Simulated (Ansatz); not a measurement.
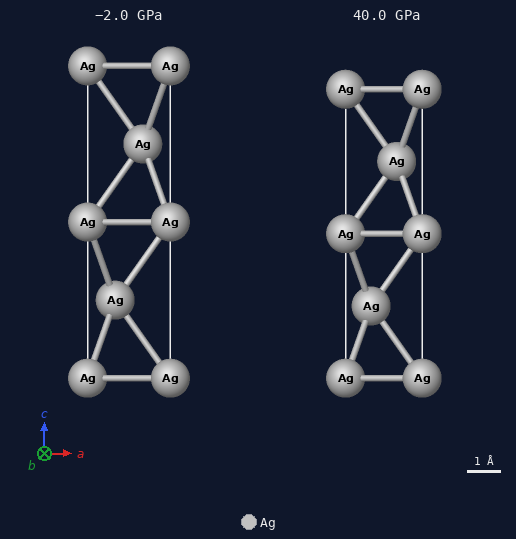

Crystalline Ag (set up in P6_3/mmc), relaxed (cell and atoms) at several target pressures. The picture shows the first and the last member. The picture is a ball-and-stick view of the cell of the calculation, seen along the b axis.

Computed with Ansatz 0.2.0: DFT r2SCAN, scalar-relativistic, plane waves, PAW. (plane-wave cutoff 500 eV; k-point mesh 18 × 18 × 6; occupations gaussian; smearing width 0.1 eV; no spin polarisation; cell and atoms relaxed; force threshold 0.008 eV/Å)

| pressure (GPa) | volume (Å³/atom) | a (Å) | c (Å) |
| --- | --- | --- | --- |
| −2.0 | 17.670 | 2.923 | 9.550 |
| 0.0 | 17.308 | 2.903 | 9.483 |
| 2.0 | 16.989 | 2.885 | 9.427 |
| 5.0 | 16.575 | 2.861 | 9.351 |
| 10.0 | 16.007 | 2.828 | 9.242 |
| 20.0 | ? | ? | ? |
| 40.0 | 13.992 | 2.704 | 8.835 |

Q: Fill in the missing row.

A: Murnaghan's form V = V₀(1 + B′P/B₀)^(−1/B′), with V₀ = 17.308 Å³ from the row at zero pressure, fits the other rows with B₀ = 103 GPa and B′ = 5.17 (largest miss 0.009 Å³). At 20.0 GPa it gives 17.308 × (1 + 5.17 × 20.0/103)^(−1/5.17) = 15.131 Å³ per atom. The calculation gives 15.149 Å³/atom (a = 2.777 Å, c = 9.073 Å). The estimate is 0.018 Å³/atom too low. From the first member to the last: Ag–Ag 2.923 → 2.704 Å.

The whole series:

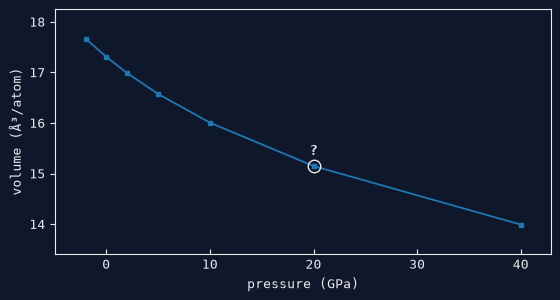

Each member starts from this one structure; whether another phase lies lower wasn't checked.
